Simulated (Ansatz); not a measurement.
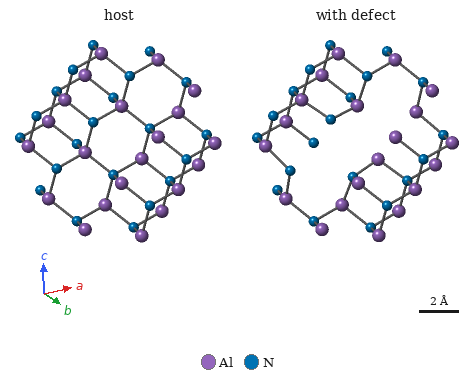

Left: perfect AlN. Right: the same region with a pair of point defects, after relaxing the atoms in a supercell of 64 sites. The picture is a ball-and-stick view of the atoms within 5.4 Å of one point, in a slice 5.0 Å thick across the line of sight, seen from a free direction.

The calculation used DFT, PBEsol, PAW, plane waves in Ansatz 0.2.0. Set-up: plane-wave cutoff 420 eV; k-point mesh 1 × 1 × 1; mesh shifted by (0.25, 0.25, 0.25); no spin polarisation. Fermi-Dirac smearing of 0.01 eV. The axes drawn are those of the host's conventional cell.

Which defect is it?

An aluminium atom is taken out (a vacancy) and a nitrogen atom is taken out (a vacancy), the two sites 3.6 Å apart.

The charge state of the cell is 0.

How does the lattice respond?

Around the empty Al site the host had 4 N at 1.90 Å; after relaxation the nearest atoms are 4 N at 2.06 to 2.14 Å. Around the empty N site the host had 4 Al at 1.90 Å; after relaxation the nearest atoms are 4 Al at 1.95 to 1.97 Å. Of the host's atoms, a nitrogen atom moves furthest from its site, by 0.25 Å.
